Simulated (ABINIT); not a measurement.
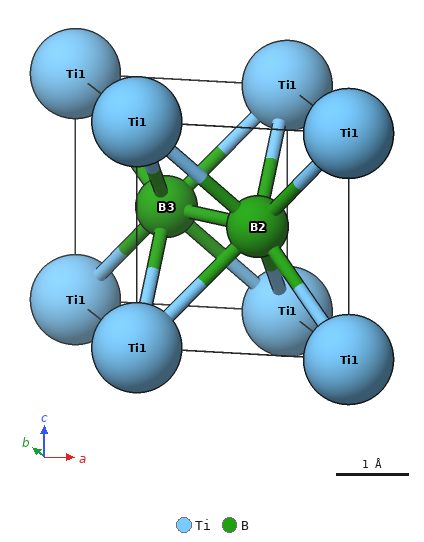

Fig. 1: The input geometry (ball-and-stick view of the cell of the calculation, seen slightly off an axis; atoms are numbered from 1 in the order of the input).

# TiB2: band-structure run (part 1 of 4)

System: TiB2 (P6/mmm, 3 atoms in the cell).
Method: Kohn-Sham DFT of a periodic cell, WC, JTH PAW PBE v2.0, no spin polarisation (ABINIT 10.8.3).

The structure derives from an entry of the Crystallography Open Database.

## Output
```
.Version 10.8.3 of ABINIT
 DATASET    1 : space group P6/m m m (#191); Bravais hP (primitive hexag.)
================================================================================
 Values of the parameters that define the memory need for DATASET  1.
     intxc =       0    ionmov =       0      iscf =      17    lmnmax =      18
     lnmax =       6     mgfft =      24  mpssoang =       3    mqgrid =    3001
     natom =       3  nloc_mem =       2    nspden =       1   nspinor =       1
    nsppol =       1      nsym =      24    n1xccc =       1    ntypat =       2
    occopt =       3   xclevel =       2
       mpw =         494          nfft =        9600          nkpt =          70
 PAW method is used; the additional fine FFT grid is defined by:
   mgfftf=        32    nfftf =     28800
================================================================================
================================================================================

 DATASET    2 : space group P6/m m m (#191); Bravais hP (primitive hexag.)
================================================================================
 Values of the parameters that define the memory need for DATASET  2.
     intxc =       0    ionmov =       0      iscf =      -2    lmnmax =      18
     lnmax =       6     mgfft =      24  mpssoang =       3    mqgrid =    3001
     natom =       3  nloc_mem =       2    nspden =       1   nspinor =       1
    nsppol =       1      nsym =      24    n1xccc =       1    ntypat =       2
    occopt =       3   xclevel =       2
       mpw =         494          nfft =        9600          nkpt =          56
 PAW method is used; the additional fine FFT grid is defined by:
   mgfftf=        32    nfftf =     28800
================================================================================
================================================================================

--------------------------------------------------------------------------------
------------- Echo of variables that govern the present computation ------------
--------------------------------------------------------------------------------
 -outvars: echo values of preprocessed input variables --------
            acell      5.7243583806E+00  5.7243583806E+00  6.1007918249E+00 Bohr
              amu      4.78800000E+01  1.08110000E+01
             ecut      1.50000000E+01 Hartree
           enunit           1
           getden1          0
           getden2          1
             iscf1         17
             iscf2         -2
              ixc          23
           jdtset        1    2
           kptopt1          1
           kptopt2         -7
         kptrlatt       10    0    0      0   10    0      0    0    8
          kptrlen1     4.88063346E+01
          kptrlen2     3.00000000E+01
            natom           3
            nband1         13
            nband2         17
           nbdbuf1          0
           nbdbuf2          2
           ndtset           2
           ndivsm1          0
           ndivsm2          5
            ngfft          20      20      24
          ngfftdg          30      30      32
             nkpt1         70
             nkpt2         56
            nstep         100
             nsym          24
           ntypat           2
           occopt           3
        pawecutdg      3.00000000E+01 Hartree
         pawxcdev           0
        prtebands           0
           prteig1          0
           prteig2          1
           prtvol1          0
           prtvol2         -3
            prtwf           0
            rprim      1.0000000000E+00  0.0000000000E+00  0.0000000000E+00
                      -5.0000000000E-01  8.6602540380E-01  0.0000000000E+00
                       0.0000000000E+00  0.0000000000E+00  1.0000000000E+00
           shiftk1     0.00000000E+00  0.00000000E+00  0.00000000E+00
           shiftk2     5.00000000E-01  5.00000000E-01  5.00000000E-01
          spgroup         191
           tolvrs1     1.00000000E-09
           tolvrs2     0.00000000E+00
           tolwfr1     0.00000000E+00
           tolwfr2     1.00000000E-12
           tsmear      1.83746611E-03 Hartree
            typat      1  2  2
           useylm           1
           xangst      0.0000000000E+00  0.0000000000E+00  0.0000000000E+00
                       1.5146000000E+00  8.7445471773E-01  1.6142000000E+00
                      -3.9857384438E-17  1.7489094355E+00  1.6142000000E+00
            xcart      0.0000000000E+00  0.0000000000E+00  0.0000000000E+00
                       2.8621791903E+00  1.6524799260E+00  3.0503959124E+00
                      -7.5319540682E-17  3.3049598520E+00  3.0503959124E+00
             xred      0.0000000000E+00  0.0000000000E+00  0.0000000000E+00
                       6.6666666667E-01  3.3333333333E-01  5.0000000000E-01
                       3.3333333333E-01  6.6666666667E-01  5.0000000000E-01
            znucl       22.00000    5.00000

================================================================================

 chkinp: Checking input parameters for consistency, jdtset=   1.

 chkinp: Checking input parameters for consistency, jdtset=   2.

================================================================================
== DATASET  1 ==================================================================

--- !DatasetInfo
iteration_state: {dtset: 1, }
dimensions: {natom: 3, nkpt: 70, mband: 13, nsppol: 1, nspinor: 1, nspden: 1, mpw: 494, }
cutoff_energies: {ecut:  15.0, pawecutdg:  30.0, }
electrons: {nelect:   1.80000000E+01, charge:   0.00000000E+00, occopt:   3.00000000E+00, tsmear:   1.83746611E-03, }
meta: {optdriver: 0, ionmov: 0, optcell: 0, iscf: 17, paral_kgb: 0, }
...

 Exchange-correlation functional for the present dataset will be:
  GGA: Wu Cohen functional - ixc=23
  Z. Wu and R. E. Cohen, PRB 73, 235116 (2006)

 Real(R)+Recip(G) space primitive vectors, cartesian coordinates (Bohr,Bohr^-1):
 R(1)=  5.7243584  0.0000000  0.0000000  G(1)=  0.1746921  0.1008585  0.0000000
 R(2)= -2.8621792  4.9574398  0.0000000  G(2)=  0.0000000  0.2017170  0.0000000
 R(3)=  0.0000000  0.0000000  6.1007918  G(3)=  0.0000000  0.0000000  0.1639131
 Unit cell volume ucvol=  1.7312926E+02 bohr^3
 Angles (23,13,12)=  9.00000000E+01  9.00000000E+01  1.20000000E+02 degrees

 Coarse grid specifications (used for wave-functions):

 getcut: wavevector=  0.0000  0.0000  0.0000  ngfft=  20  20  24
         ecut(hartree)=     15.000   => boxcut(ratio)=   2.00398

 Fine grid specifications (used for densities):

 getcut: wavevector=  0.0000  0.0000  0.0000  ngfft=  30  30  32
         ecut(hartree)=     30.000   => boxcut(ratio)=   2.12711

--- Pseudopotential description ------------------------------------------------
- pspini: atom type   1  psp file is ./Ti.GGA_PBE-JTH.xml
 Pseudopotential format is: paw10
 basis_size (lnmax)=  6 (lmn_size= 18), orbitals=   0   0   1   1   2   2
 Spheres core radius: rc_sph= 2.30802695
 Shapefunction is BESSEL type: shapef(r,l)=aa(1,l)*jl(q(1,l)*r)+aa(2,l)*jl(q(2,l)*r)
 Radius for shape functions =  2.01037111
 Compensation charge density is not taken into account in XC energy/potential

- pspini: atom type   2  psp file is ./B.GGA_PBE-JTH.xml
 Pseudopotential format is: paw10
 basis_size (lnmax)=  4 (lmn_size=  8), orbitals=   0   0   1   1
 Spheres core radius: rc_sph= 1.70616958
 Shapefunction is SIN type: shapef(r)=[sin(pi*r/rshp)/(pi*r/rshp)]**2
 Radius for shape functions =  1.40269776
 Compensation charge density is not taken into account in XC energy/potential

   6.09945348E+02                                ecore*ucvol(ha*bohr**3)
--------------------------------------------------------------------------------

================================================================================

--- !BeginCycle
iteration_state: {dtset: 1, }
solver: {iscf: 17, nstep: 100, nline: 4, wfoptalg: 10, }
tolerances: {tolvrs: 1.00E-09, }
...

     iter   Etot(hartree)      deltaE(h)  residm     nres2
 ETOT  1  -63.549623782387    -6.355E+01 4.157E+00 1.510E+01
 ETOT  2  -64.480090821959    -9.305E-01 2.808E-01 4.519E-01
 ETOT  3  -64.480513265208    -4.224E-04 3.262E-02 9.077E-02
 ETOT  4  -64.480745567761    -2.323E-04 1.275E-02 6.116E-02
 ETOT  5  -64.480551815548     1.938E-04 6.444E-03 9.440E-04
 ETOT  6  -64.480560965544    -9.150E-06 3.430E-03 1.031E-04
 ETOT  7  -64.480560732737     2.328E-07 2.389E-03 3.998E-05
 ETOT  8  -64.480560547486     1.853E-07 1.243E-03 2.637E-07
 ETOT  9  -64.480560549254    -1.768E-09 3.168E-04 1.894E-07
 ETOT 10  -64.480560548673     5.813E-10 4.595E-04 1.558E-09
 ETOT 11  -64.480560548710    -3.706E-11 7.632E-05 1.805E-10

 At SCF step   11       nres2   =  1.80E-10 < tolvrs=  1.00E-09 =>converged.

 Cartesian components of stress tensor (hartree/bohr^3)
  sigma(1 1)=  1.17437383E-04  sigma(3 2)=  0.00000000E+00
  sigma(2 2)=  1.17437382E-04  sigma(3 1)=  0.00000000E+00
  sigma(3 3)=  1.63256825E-04  sigma(2 1)=  0.00000000E+00

--- !ResultsGS
iteration_state: {dtset: 1, }
comment   : Summary of ground state results
lattice_vectors:
- [  5.7243584,   0.0000000,   0.0000000, ]
- [ -2.8621792,   4.9574398,   0.0000000, ]
- [  0.0000000,   0.0000000,   6.1007918, ]
lattice_lengths: [   5.72436,    5.72436,    6.10079, ]
lattice_angles: [ 90.000,  90.000, 120.000, ] # degrees, (23, 13, 12)
lattice_volume:   1.7312926E+02
convergence: {deltae: -3.706E-11, res2:  1.805E-10, residm:  7.632E-05, diffor: null, }
etotal    :  -6.44805605E+01
entropy   :   0.00000000E+00
fermie    :   3.60995945E-01
cartesian_stress_tensor: # hartree/bohr^3
- [  1.17437383E-04,   0.00000000E+00,   0.00000000E+00, ]
- [  0.00000000E+00,   1.17437382E-04,   0.00000000E+00, ]
- [  0.00000000E+00,   0.00000000E+00,   1.63256825E-04, ]
pressure_GPa:  -3.9045E+00
xred      :
- [  0.0000E+00,   0.0000E+00,   0.0000E+00, Ti]
- [  6.6667E-01,   3.3333E-01,   5.0000E-01,  B]
- [  3.3333E-01,   6.6667E-01,   5.0000E-01,  B]
cartesian_forces: # hartree/bohr
- [ -0.00000000E+00,  -0.00000000E+00,  -0.00000000E+00, ]
- [ -2.35191880E-29,   1.35788095E-29,  -0.00000000E+00, ]
- [  2.35191880E-29,  -1.35788095E-29,  -0.00000000E+00, ]
force_length_stats: {min:   0.00000000E+00, max:   2.71576191E-29, mean:   1.81050794E-29, }
...

 Integrated electronic density in atomic spheres:
 ------------------------------------------------
 Atom  Sphere_radius  Integrated_density
    1        2.30803         10.36997507
    2        1.70617          1.92307570
    3        1.70617          1.92307570

================================================================================

 ----iterations are completed or convergence reached----

 Mean square residual over all n,k,spin=   26.123E-08; max=  76.320E-06
 reduced coordinates (array xred) for    3 atoms
       0.000000000000      0.000000000000      0.000000000000
       0.666666666667      0.333333333333      0.500000000000
       0.333333333333      0.666666666667      0.500000000000
 rms dE/dt=  8.9755E-29; max dE/dt=  1.3463E-28; dE/dt below (all hartree)
    1       0.000000000000      0.000000000000      0.000000000000
    2       0.000000000000     -0.000000000000      0.000000000000
    3      -0.000000000000      0.000000000000      0.000000000000

 cartesian coordinates (angstrom) at end:
    1      0.00000000000000     0.00000000000000     0.00000000000000
    2      1.51460000000000     0.87445471773032     1.61420000000000
    3     -0.00000000000000     1.74890943546064     1.61420000000000

 cartesian forces (hartree/bohr) at end:
    1     -0.00000000000000    -0.00000000000000    -0.00000000000000
    2     -0.00000000000000     0.00000000000000    -0.00000000000000
    3      0.00000000000000    -0.00000000000000    -0.00000000000000
 frms,max,avg= 1.2802224E-29 2.3519188E-29   0.000E+00  0.000E+00  0.000E+00 h/b

 cartesian forces (eV/Angstrom) at end:
    1     -0.00000000000000    -0.00000000000000    -0.00000000000000
    2     -0.00000000000000     0.00000000000000    -0.00000000000000
    3      0.00000000000000    -0.00000000000000    -0.00000000000000
 frms,max,avg= 6.5831685E-28 1.2094053E-27   0.000E+00  0.000E+00  0.000E+00 e/A
 length scales=  5.724358380600  5.724358380600  6.100791824881 bohr
              =  3.029200000000  3.029200000000  3.228400000000 angstroms
 Fermi (or HOMO) energy (eV) =   9.82320   Average Vxc (eV)= -12.48226
 Eigenvalues (   eV  ) for nkpt=  70  k points:
 kpt#   1, nband= 13, wtk=  0.00125, kpt=  0.0000  0.0000  0.0000 (reduced coord)
 -46.82958  -23.29187  -22.98041  -22.98041   -3.58547    7.29015    7.29015    7.59449
   7.75418   11.78020   11.78020   13.55014   13.55014
 prteigrs : prtvol=0 or 1, do not print more k-points.

--- !EnergyTerms
iteration_state     : {dtset: 1, }
comment             : Components of total free energy in Hartree
kinetic             :  1.14233719183555E+01
hartree             :  1.15111110314252E+01
xc                  : -5.61271823467619E+00
Ewald energy        : -5.13087758946070E+01
psp_core            :  3.52306336684587E+00
local_psp           : -3.42190451614398E+01
PAW spherical_terms :  2.02665240089475E-01
internal            : -6.44803277340070E+01
'-kT*entropy'       : -2.32672291748701E-04
total_energy        : -6.44805604062987E+01
total_energy_eV     : -1.75460543457310E+03
...

--- !EnergyTermsDC
iteration_state     : {dtset: 1, }
comment             : '"Double-counting" decomposition of free energy'
band_energy         : -6.89154695750590E+00
Ewald energy        : -5.13087758946070E+01
psp_core            :  3.52306336684587E+00
xc_dc               : -1.05126762315809E+01
PAW spherical_terms :  7.09607840430028E-01
internal            : -6.44803278764179E+01
'-kT*entropy'       : -2.32672291748701E-04
total_energy_dc     : -6.44805605487096E+01
total_energy_dc_eV  : -1.75460543844830E+03
...

--- !EnergyTermsWithPAWCore
iteration_state     : {dtset: 1, }
comment             : 'Components of total free energy, including PAW core contributions'
Total energy        : -9.03161162059354E+02
Total energy DC     : -9.03161162201764E+02
Total energy (eV)   : -2.45762672231661E+04
Total energy DC (eV): -2.45762672270413E+04
...

 Cartesian components of stress tensor (hartree/bohr^3)
  sigma(1 1)=  1.17437383E-04  sigma(3 2)=  0.00000000E+00
  sigma(2 2)=  1.17437382E-04  sigma(3 1)=  0.00000000E+00
  sigma(3 3)=  1.63256825E-04  sigma(2 1)=  0.00000000E+00

-Cartesian components of stress tensor (GPa)         [Pressure= -3.9045E+00 GPa]
- sigma(1 1)=  3.45512708E+00  sigma(3 2)=  0.00000000E+00
- sigma(2 2)=  3.45512706E+00  sigma(3 1)=  0.00000000E+00
- sigma(3 3)=  4.80318161E+00  sigma(2 1)=  0.00000000E+00

================================================================================
== DATASET  2 ==================================================================

--- !DatasetInfo
iteration_state: {dtset: 2, }
dimensions: {natom: 3, nkpt: 56, mband: 17, nsppol: 1, nspinor: 1, nspden: 1, mpw: 494, }
cutoff_energies: {ecut:  15.0, pawecutdg:  30.0, }
electrons: {nelect:   1.80000000E+01, charge:   0.00000000E+00, occopt:   3.00000000E+00, tsmear:   1.83746611E-03, }
meta: {optdriver: 0, ionmov: 0, optcell: 0, iscf: -2, paral_kgb: 0, }
...

 mkfilename : getden/=0, take file _DEN from output of DATASET   1.

 Exchange-correlation functional for the present dataset will be:
  GGA: Wu Cohen functional - ixc=23
  Z. Wu and R. E. Cohen, PRB 73, 235116 (2006)
```
